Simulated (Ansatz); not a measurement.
**Be2H3I (built on the sites of a database entry of Sr2H3I): following an unstable mode**

Which phase does Be2H3I (built on the sites of a database entry of Sr2H3I) fall into along its unstable mode, and how much energy does it gain?

Main program and level: Ansatz 0.2.0; DFT PBEsol, scalar-relativistic, plane waves, PAW.

The structure was built from a prototype and need not be the compound's stable phase.

**1. The structure**

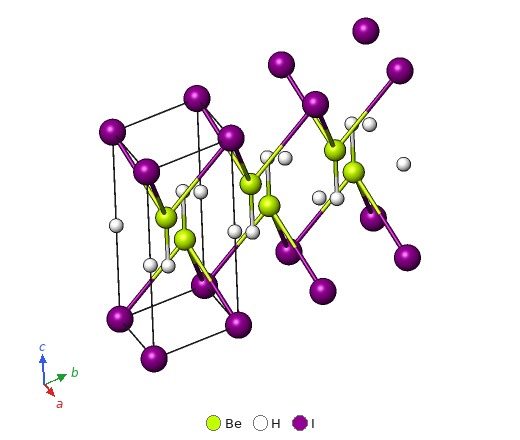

The cell as given, from a free direction (beryllium green, hydrogen white, iodine purple). 1×3×1 cells are drawn. Bonds to atoms that aren't drawn are left out. Some periodic images of atoms are drawn too.

Coordinates:

```cif
data_structure
_symmetry_space_group_name_H-M 'P 1'
_symmetry_Int_Tables_number 1
_cell_length_a 3.4536
_cell_length_b 3.4536
_cell_length_c 5.6432
_cell_angle_alpha 90.000
_cell_angle_beta 90.000
_cell_angle_gamma 120.000
_cell_volume 58.29
loop_
_atom_site_label
_atom_site_type_symbol
_atom_site_fract_x
_atom_site_fract_y
_atom_site_fract_z
_atom_site_occupancy
Be1 Be 0.66667 0.33333 0.62407 1
Be2 Be 0.33333 0.66667 0.37593 1
H3 H 0.00000 0.00000 0.50000 1
H4 H 0.66667 0.33333 0.36580 1
H5 H 0.33333 0.66667 0.63420 1
I6 I 0.00000 0.00000 0.00000 1
```

**2. The dispersion**

The cell comes from relaxations at this level that are not shown. Stability and thermal properties need the whole zone. Linear response on a 3×3×2 q mesh gives force constants as far as a supercell of that size would.

input.yaml reads:

```yaml
crystal:
  lattice:
    - [3.4536400321, 3.372e-06, 0.0]
    - [-1.7268229363, 2.9909383173, 0.0]
    - [0.0, 0.0, 5.6431505783]
  atoms:
    - { symbol: Be, position: [0.6666666667, 0.3333333333, 0.6240659027] }
    - { symbol: Be, position: [0.3333333333, 0.6666666667, 0.3759340973] }
    - { symbol: H, position: [0.0, 0.0, 0.5] }
    - { symbol: H, position: [0.6666666667, 0.3333333333, 0.3657961977] }
    - { symbol: H, position: [0.3333333333, 0.6666666667, 0.6342038023] }
    - { symbol: I, position: [0.0, 0.0, 0.0] }
kpoints:
  mp_grid: { grid: [12, 12, 6] }
hamiltonian:
  xc: pbesol
scf:
  occupations: { method: methfessel_paxton, width: 0.15 }
output:
  eigenvalues: true
phonons:
  method: dfpt
  qmesh: [3, 3, 2]
  temperatures: { t_max: 1000, t_step: 50 }
  qpath:
    path:
      - [[0.0, 0.0, 0.0], [0.5, 0.0, 0.0], [0.33333333, 0.33333333, 0.0], [0.0, 0.0, 0.0], [0.0, 0.0, 0.5], [0.5, 0.0, 0.5], [0.33333333, 0.33333333, 0.5], [0.0, 0.0, 0.5]]
      - [[0.5, 0.0, 0.5], [0.5, 0.0, 0.0]]
      - [[0.33333333, 0.33333333, 0.5], [0.33333333, 0.33333333, 0.0]]
    npoints: 10
```

The run is started by

```
ansatz run input.yaml --threads 4 --pin off --max-ram 7168MiB --backend cpu --events-out ev --progress --plain --runs-dir out
```

Numbers of over 12 decimals in the logs are rounded to 6 here.

The program printed:

```text
Warning: phonons: the dynamical matrix that this run interpolates holds no multipole term above the dipole-dipole one, and a site of this crystal is no centre of inversion, so its interpolated transverse optical and acoustic branches and sound speeds can stay off near Gamma, and the density of states and the thermodynamics with them. What a run solves at a wave vector of phonons.qpoints, Gamma apart, where the deck admits one, is free of this, and under fd what a larger phonons.supercell samples
Engine: ansatz 0.2.0, aarch64-unknown-linux-gnu
Pseudopotentials: kind: paw
Pseudopotential: Be, paw, valence charge 2, recommended cutoff 420 eV (normal), Be.paw.azcp
Pseudopotential: H, paw, valence charge 1, recommended cutoff 420 eV (normal), H.paw.azcp
Pseudopotential: I, paw, valence charge 17, recommended cutoff 420 eV (normal), I.paw.azcp
Functional definition: PBEsol
  exchange = pbesol_x
  correlation = pbesol_c
Crystal: 6 atoms, lattice volume = 58.292 Å³
Basis set: ecut = 420 eV, 1123 PW (Γ), exchange–correlation on 48×48×80 points (8 copies of the dense FFT grid, shifted against one another)
Bands: 18, of which v1, the nominal top of the filled ones, is band 12 counted from 1 (11 counted from 0)
Symmetry: 12 space group operations
k-points: 100 of 864
Non-local potential: Be, projectors of the file, l = 0: 2, l = 1: 2, l = 2: 1
Non-local potential: H, projectors of the file, l = 0: 2, l = 1: 1
Non-local potential: I, projectors of the file, l = 0: 2, l = 1: 2, l = 2: 2, l = 3: 2
PAW form: soft (Blöchl's): semilocal exchange-correlation on the pseudo side does not see the compensation charge
PAW frozen core: Be, regenerated for the run's functional, and the local potential with it (the file was generated under x = pbe(κ = 0.804, μ = 0.219515), c = pbe(β = 0.066725))
PAW frozen core: I, regenerated for the run's functional, and the local potential with it (the file was generated under x = pbe(κ = 0.804, μ = 0.219515), c = pbe(β = 0.066725))
PAW one-centre angular grid: Be, 110 points (default); XC on 64 Gauss nodes
PAW one-centre angular grid: H, 110 points (default); XC on 64 Gauss nodes
PAW one-centre angular grid: I, 590 points (default); XC on 64 Gauss nodes
Initial density: superposition of atomic densities (neutral atoms: chi_scale 0, normalization atom), corrected by the library's trained network
Initial wavefunctions: pseudopotential atomic-orbital guess
Functional: x = pbesol(κ = 0.804, μ = 0.123457), c = pbesol(β = 0.046)
SCF iter   1: F=—  HF=-7656.950585 eV  |F-HF|=—  |Δ(HF+E_count)|=         —  Δρ=6.19e-3  dr2=3.58e-2  ethr=1.77e-3  ⟨swp⟩=6.6  Hψ=10405  notcnv=0
preconditioner: auto → Kerker (q_TF=auto, 2.353 Å⁻¹)  [metal: Δε(μ)=0.072 eV  Ē_g=10.128 eV  σ=0.150 eV  W_gap=0.38  n_scr=10 (ndim 8)  ℏωp=18.2 eV  f_vac=0.000  D(μ)=0.95/eV (n_scr^D=2)]
SCF iter   2: F=—  HF=-7656.942805 eV  |F-HF|=—  |Δ(HF+E_count)|=   7.78e-3  S|Δr|=    0.00e0  Δρ=3.13e-3  dr2=1.15e-2  ethr=1.49e-4  ⟨swp⟩=1.0  Hψ=2600  notcnv=0
SCF iter   3: F=—  HF=-7656.939776 eV  |F-HF|=—  |Δ(HF+E_count)|=   3.03e-3  S|Δr|=    0.00e0  Δρ=7.48e-4  dr2=9.20e-4  ethr=4.78e-5  ⟨swp⟩=2.1  Hψ=1949  notcnv=0
SCF iter   4: F=—  HF=-7656.939580 eV  |F-HF|=—  |Δ(HF+E_count)|=   1.96e-4  S|Δr|=    0.00e0  Δρ=3.07e-4  dr2=1.66e-4  ethr=3.83e-6  ⟨swp⟩=2.4  Hψ=2226  notcnv=0
SCF iter   5: F=—  HF=-7656.939541 eV  |F-HF|=—  |Δ(HF+E_count)|=   3.90e-5  S|Δr|=    0.00e0  Δρ=9.53e-5  dr2=7.69e-6  ethr=6.91e-7  ⟨swp⟩=2.0  Hψ=2027  notcnv=0
SCF iter   6: F=—  HF=-7656.939538 eV  |F-HF|=—  |Δ(HF+E_count)|=   2.51e-6  S|Δr|=    0.00e0  Δρ=1.76e-5  dr2=2.52e-7  ethr=3.20e-8  ⟨swp⟩=3.0  Hψ=2786  notcnv=0
SCF iter   7: F=—  HF=-7656.939538 eV  |F-HF|=—  |Δ(HF+E_count)|=   1.14e-7  S|Δr|=    0.00e0  Δρ=3.39e-6  dr2=9.27e-9  ethr=1.05e-9  ⟨swp⟩=2.0  Hψ=2360  notcnv=0
SCF iter   8: F=—  HF=-7656.939538 eV  |F-HF|=—  |Δ(HF+E_count)|=  5.73e-10  S|Δr|=    0.00e0  Δρ=1.06e-6  dr2=1.04e-9  ethr=3.86e-11  ⟨swp⟩=2.2  Hψ=2384  notcnv=0
SCF iter   9: F=—  HF=-7656.939538 eV  |F-HF|=—  |Δ(HF+E_count)|=  3.44e-10  S|Δr|=    0.00e0  Δρ=1.89e-7  dr2=3.61e-11  ethr=4.33e-12  ⟨swp⟩=3.0  Hψ=3094  notcnv=0
SCF iter  10: F=-7656.939538 eV  HF=-7656.939538 eV  |F-HF|=3.64e-12  |Δ(HF+E_count)|=  1.46e-11  S|Δr|=    0.00e0  Δρ=2.14e-8  dr2=2.94e-13  ethr=1.00e-12  ⟨swp⟩=10.1  Hψ=9486  notcnv=0
SCF 1 converged in 10 iterations: F = -7656.939538 eV  dr2 = 2.94e-13
  greatest PAW one-centre occupation: 0.999 electrons in one spin orbital (limit 2), on the I atom at site 5 (counted from 0), in its partial waves of l = 2
Initial density: read from a saved state, or passed on in memory by an earlier SCF of this step, an earlier step, the calling program or the single point that the run made first
iter 1 solved again at ethr=9.50e-7 eV; its pass at ethr=3.10e-3 eV (dr2=2.28e-4 eV) is discarded
SCF iter   1: F=—  HF=-7656.939537 eV  |F-HF|=—  |Δ(HF+E_count)|=         —  Δρ=9.63e-7  dr2=3.06e-10  ethr=9.50e-7  ⟨swp⟩=2.3  Hψ=14137  notcnv=0
eigensolver tolerance schedule: the retry pair's looser diagonalisation over-reported the residual by 744073.06 of it (diagonalisation noise at an unbounded share of the residual, at the tolerance the schedule requests for it); recorded, not acted on — ethr = c·dr2/N_el stays at c = 1.0e-1
preconditioner: auto → Kerker (q_TF=auto, 2.353 Å⁻¹)  [metal: Δε(μ)=0.074 eV  Ē_g=10.097 eV  σ=0.150 eV  W_gap=0.40  n_scr=10 (ndim 8)  ℏωp=18.2 eV  f_vac=0.000  D(μ)=0.97/eV (n_scr^D=2)]
SCF iter   2: F=—  HF=-7656.939538 eV  |F-HF|=—  |Δ(HF+E_count)|=   8.63e-7  S|Δr|=    0.00e0  Δρ=4.04e-7  dr2=4.52e-11  ethr=1.28e-12  ⟨swp⟩=4.2  Hψ=4469  notcnv=0
SCF iter   3: F=—  HF=-7656.939538 eV  |F-HF|=—  |Δ(HF+E_count)|=  9.09e-13  S|Δr|=    0.00e0  Δρ=2.80e-7  dr2=2.30e-11  ethr=1.00e-12  ⟨swp⟩=3.9  Hψ=5739  notcnv=0
SCF iter   4: F=-7656.939538 eV  HF=-7656.939538 eV  |F-HF|=2.73e-12  |Δ(HF+E_count)|=  5.46e-12  S|Δr|=    0.00e0  Δρ=1.38e-7  dr2=6.23e-12  ethr=1.00e-12  ⟨swp⟩=1.0  Hψ=4001  notcnv=0
SCF 2 converged in 4 iterations: F = -7656.939538 eV  dr2 = 6.23e-12
phonons: the bands overlap, so this run is a metal and interpolates without the dipole-dipole term. If the crystal is really an insulator or semiconductor, its LO-TO splitting is missing
NSCF: frozen V_eff on 100 k-points
NSCF: frozen V_eff on 436 k-points
DFPT response loops at q = (0, 0, 0) (fractional): preconditioner auto → Kerker (q_TF=auto, 2.353 Å⁻¹) (partly filled bands, converged f_vac=0.000); β = 1.00, the filter's whole step (`scf.mixing.beta` (0.50) is not read by the response loops under this deck's `scf.mixing.preconditioner`; to damp them name `kerker` or `kerker_dos`, under which they read `scf.mixing.beta`, and type it under 1.00, their step now; both keys bind the ground state too); Broyden in place of MSR1
NSCF: frozen V_eff on 872 k-points
DFPT response loops at q = (0, 0, -0.5) (fractional): mixed as the last ones told, above
NSCF: frozen V_eff on 1728 k-points
DFPT response loops at q = (0, 0.333333, 0) (fractional): mixed as the last ones told, above
NSCF: frozen V_eff on 1728 k-points
DFPT response loops at q = (0, 0.333333, -0.5) (fractional): mixed as the last ones told, above
NSCF: frozen V_eff on 1728 k-points
DFPT response loops at q = (0.333333, 0.333333, 0) (fractional): mixed as the last ones told, above
NSCF: frozen V_eff on 1728 k-points
DFPT response loops at q = (0.333333, 0.333333, -0.5) (fractional): mixed as the last ones told, above
SCF converged after 10 iterations
Stability not checked: this state was not tested for a lower state beside it, because cold or Methfessel-Paxton smearing, or corrected tetrahedra, fill the levels in a way that the test cannot read (fill_not_monotonic; see scf.lower_state_search)
Free energy (F): -7656.939538 eV
Harris-Foulkes:  -7656.939538 eV  (|F-HF|=3.64e-12)
Internal energy: -7656.940377 eV  (E = F + TS)
E sigma→0 (E₀):  -7656.939748 eV
Entropy (-TS):   0.000839 eV (0.140 meV/atom)
Fermi energy:    8.876573 eV
--- Per-component energies (eV) ---
  E_band       = -336.062137
  E_kinetic    = 266.844493
  E_local      = -2069.480822  (includes V_loc(G=0)·N_el)
  E_nonlocal   = -77.574200
  E_hartree    = 1083.506737
  E_xc         = -192.003794
  E_vxc        = -203.603411  (∫ρ·V_xc dr)
  E_paw        = -4850.871984  (= ΣΔE_a)
  E_vpaw       = -419.258513  (= ΣTr[D̂ρ^β])
  E_aug_tail   = -0.003148  (compensation charges beyond the density's cutoff)
  E_ewald      = -1817.788864
  E_core_change = 0.431205  (= ΣΔE_core)
  E_smearing   = 0.000839  (= −TS)
  E_closure    = 0.000000  (closes the sum)
  Σ components = -7656.939538   (vs F -7656.939538, Δ=0.00e0)
--- Band table (eV; the first three rows and the last of 100) ---
  k-point 0: bands = [... 8 lower, 8.0825, 8.2459, 8.2459, 9.6901, 11.3781, 11.3781, 11.9021, 14.5185, ... 2 higher]
  k-point 1: bands = [... 8 lower, 7.4516, 8.2604, 8.2604, 9.7139, 11.4340, 11.4340, 12.1908, 14.2471, ... 2 higher]
  k-point 2: bands = [... 8 lower, 6.0463, 8.2900, 8.2900, 9.7600, 11.5656, 11.5656, 12.5979, 13.7675, ... 2 higher]
  k-point 99: bands = [... 8 lower, 1.8778, 3.2137, 3.2137, 7.4546, 10.4579, 10.4579, 12.1353, 13.6395, ... 2 higher]
--- Phonons (Γ-DFPT): 8 representative perturbations + reference (Σ response iterations 26) ---
  ASR residual: 3.995e-5 → 0.000e0 eV/Å²; symmetrization residual: 2.145e-6 eV/Å²
  ASR residual per site (eV/Å²): 4.00e-5 4.00e-5 3.65e-6 3.79e-6 3.79e-6 5.83e-6
  Γ frequencies (cm⁻¹): -1040.42 -1040.42 -338.99 -338.99 -99.72 -99.72 -15.71 0.00 0.00 0.00 477.72 639.96 677.20 677.20 783.03 783.03 1563.89 1569.23
--- Phonons (arbitrary-q DFPT): 6 irreducible q on the 3×3×2 mesh ---
  q = [0.0000, 0.0000, 0.0000] (star 1, of the zone-centre solve; hermiticity 4.88e-7, symmetrization 6.81e-8): -1040.42 -1040.42 -338.99 -338.99 -99.72 -99.72 -15.71 -0.00 -0.00 0.00 477.72 639.96 677.20 677.20 783.03 783.03 1563.89 1569.23
  q = [0.0000, 0.0000, -0.5000] (star 1, 8 solved perturbations in 2144 linear systems a pass and spin channel, the states on 436 of 864 k-point pairs; hermiticity 2.80e-7, symmetrization 1.47e-8): -1038.47 -1038.47 -347.25 -347.25 -71.47 -71.47 -16.51 -16.51 60.03 260.42 374.46 648.30 648.30 729.87 799.96 799.96 1557.71 1601.88
  q = [0.0000, 0.3333, 0.0000] (star 6, 12 solved perturbations in 8784 linear systems a pass and spin channel, the states on 864 of 864 k-point pairs; hermiticity 3.26e-7, symmetrization 3.72e-8): -973.29 -662.48 -406.94 -321.10 -286.29 -100.96 -79.12 58.23 65.23 153.53 239.16 375.21 511.27 708.06 873.39 895.99 1561.21 1561.67
  q = [0.0000, 0.3333, -0.5000] (star 6, 12 solved perturbations in 8784 linear systems a pass and spin channel, the states on 864 of 864 k-point pairs; hermiticity 2.71e-7, symmetrization 1.34e-7): -996.11 -639.91 -421.67 -320.13 -275.23 -255.58 -71.72 48.32 131.13 140.25 236.11 322.50 515.73 743.79 877.23 912.51 1559.43 1573.23
  q = [0.3333, 0.3333, 0.0000] (star 2, 8 solved perturbations in 4104 linear systems a pass and spin channel, the states on 864 of 864 k-point pairs; hermiticity 2.68e-7, symmetrization 1.78e-8): -940.88 -940.88 -371.99 -321.82 -225.39 -225.39 -65.44 60.58 60.58 142.81 171.62 171.62 696.63 801.89 845.61 845.61 1549.91 1549.91
  q = [0.3333, 0.3333, -0.5000] (star 2, 8 solved perturbations in 4104 linear systems a pass and spin channel, the states on 864 of 864 k-point pairs; hermiticity 2.84e-7, symmetrization 2.45e-8): -847.12 -847.12 -338.94 -336.77 -199.52 -199.52 -42.78 90.72 90.72 143.31 143.31 303.42 669.38 847.09 856.81 856.81 1560.24 1560.24
  sum rule: each row above includes the acoustic sum rule's correction from the zone centre's row sums; it moved no ω² by more than (1.10 cm⁻¹)²
  mesh force constants: q→R imaginary residual 0.00e0; ASR residual 3.995e-5 → 0.000e0 eV/Å²; symmetrization residual 7.994e-15 eV/Å²
  interpolated dispersion: 93 rows × 18 modes
  density of states and harmonic sums: on the 21×21×12 q-mesh, interpolated from the force constants of a 3×3×2 supercell (no non-analytic term)
  largest difference from the sums on the solved wave vectors: F 4.52e-2 eV, S 6.02e-5 and C_V 1.45e-5 eV/K
  zero-point energy: 0.439286 eV/cell   skipped modes (ω ≤ 0): 3675, of them read as no rigid motion or as one in doubt: 3672 (7.051e0 modes/cell left out, lowest -1040.42 cm⁻¹)   left out of the sums: 3.92e-1 of the cell's modes: C_V's classical limit lies that fraction below 3 k_B per atom; for a crystal, a wire or a layer, F and S can be off by more, and a phonons.interpolated_qmesh denser along its periods is the remedy for the sampling
```

The job ended after 11 min (4 threads of Arm Neoverse V1, shared host; peak memory 2.2 GiB; 42 min of CPU time).

The column dr2 measures how far the density is from self-consistency, as an energy; F and HF (Harris–Foulkes) agree once it is small.

This step gave:

* volume per atom: 9.715 Å³
* gap on the k-mesh: 0 eV
* sum-rule residual before enforcement: 4.00e-5 eV/Å²
* lowest frequency on the path: -1040 cm⁻¹
* point group: -3m
* highest frequency on the path or at a solved wavevector: 1602 cm⁻¹
* highest optical mode at the zone centre (no LO-TO term): 1569 cm⁻¹
* lowest optical zone-centre mode: -1040 cm⁻¹
* lowest mode on the q mesh (acoustic modes at Γ apart): -1040 cm⁻¹

Frequencies (cm⁻¹) solved at each irreducible wavevector; negative means imaginary. Frequencies by wavevector, by row:

```
q in reciprocal lattice units  star  mode 1  mode 2  mode 3  mode 4  mode 16  mode 17  mode 18
                        0 0 0     1   -1040   -1040    -339    -339      783     1564     1569
                     0 0 -0.5     1   -1038   -1038  -347.2  -347.2      800     1558     1602
                   0 0.3333 0     6  -973.3  -662.5  -406.9  -321.1      896     1561     1562
                0 0.3333 -0.5     6  -996.1  -639.9  -421.7  -320.1    912.5     1559     1573
              0.3333 0.3333 0     2  -940.9  -940.9    -372  -321.8    845.6     1550     1550
           0.3333 0.3333 -0.5     2  -847.1  -847.1  -338.9  -336.8    856.8     1560     1560
```

Interpolated from a 3×3×2 q mesh. Phonon branches along the path, in cm⁻¹:

```
    point  branch 1  branch 2  branch 3  branch 4  branch 15  branch 16  branch 17  branch 18
        Γ     -1040     -1040      -339      -339        783        783       1564       1569
        M      -977      -685      -492      -326        884        904       1555       1557
        K      -941      -941      -372      -322        846        846       1550       1550
        Γ     -1040     -1040      -339      -339        783        783       1564       1569
        A     -1038     -1038      -347      -347        800        800       1558       1602
        L      -988      -631      -505      -315        894        930       1551       1572
        H      -847      -847      -339      -337        857        857       1560       1560
        A     -1038     -1038      -347      -347        800        800       1558       1602
jump to L      -988      -631      -505      -315        894        930       1551       1572
        M      -977      -685      -492      -326        884        904       1555       1557
jump to H      -847      -847      -339      -337        857        857       1560       1560
        K      -941      -941      -372      -322        846        846       1550       1550
```

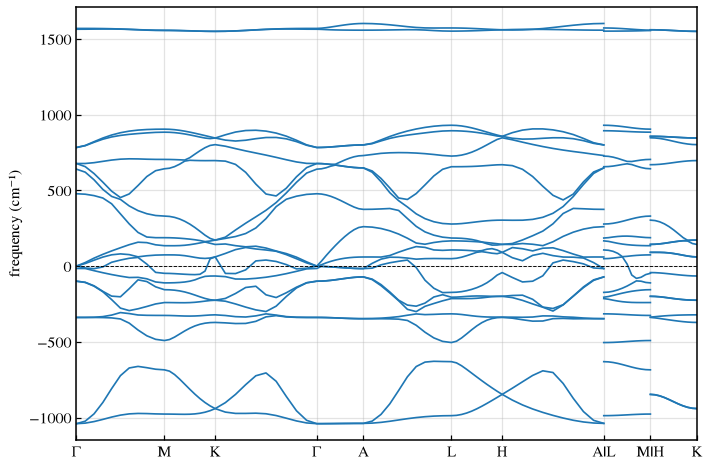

Phonon branches along the path.

Symmetry leaves 6 wavevectors to solve. The lowest mode among them, the acoustic zeros apart, lies at Γ and is imaginary, 1040.4i cm⁻¹, so the energy falls along it.

**3. The mode frozen in, largest atomic shift 0 Å**

The mode followed lies at Γ with frequency 1040.4i cm⁻¹ and is 2-fold degenerate, the softest among the wavevectors solved. At small amplitude the distorted cell has space group no. 1 by a symmetry search on the positions. The undistorted cell that holds it gives the zero of energy on the same k mesh.

input.yaml, the sections that differ from step 2:

```yaml
output:
  forces: true
  stress: true
  eigenvalues: true
# crystal, kpoints, hamiltonian, scf: as in step 2
# phonons: removed
```

The program printed:

```text
[...]
Crystal: 6 atoms, lattice volume = 58.292 Å³
Basis set: ecut = 420 eV, 1123 PW (Γ), exchange–correlation on 48×48×80 points (8 copies of the dense FFT grid, shifted against one another)
Bands: 18, of which v1, the nominal top of the filled ones, is band 12 counted from 1 (11 counted from 0)
Symmetry: 12 space group operations
[...]
k-points: 100 of 864
[...]
k-point 0: bands = [... 8 lower, 8.0825, 8.2459, 8.2459, 9.6902, 11.3781, 11.3781, 11.9021, 14.5185, ... 2 higher]
  k-point 1: bands = [... 8 lower, 7.4517, 8.2604, 8.2604, 9.7139, 11.4340, 11.4340, 12.1908, 14.2471, ... 2 higher]
  k-point 2: bands = [... 8 lower, 6.0463, 8.2900, 8.2900, 9.7600, 11.5656, 11.5656, 12.5979, 13.7675, ... 2 higher]
  k-point 99: bands = [... 8 lower, 1.8778, 3.2137, 3.2137, 7.4546, 10.4579, 10.4579, 12.1353, 13.6395, ... 2 higher]
[key lines of the parts left out:]
SCF converged after 7 iterations
Free energy (F): -7656.939538 eV
Fermi energy:    8.876574 eV
P = ⅓ Tr σ = -0.0003 GPa (-0.003 kbar)
```

The job ended after 1.6 s (4 threads; peak memory 0.39 GiB; 5.4 s of CPU time).

Numbers from this step:

| Quantity | Value |
| --- | --- |
| pressure | -2.52e-4 GPa |
| energy from the undistorted cell | 0 meV/atom |

The run ends at a pressure of 0.00 GPa.

(Continued in part 2 of 4.)

[Logs are printed without paths, hosts, clocks, repeated set-up lines and the standing remarks that a program may print on its own settings, such as how far it seeks lower states.]

[Hosts, paths, dates, database ids (printed as entryN), source tags and the programs' standing remarks are cut or masked in the printed files.]
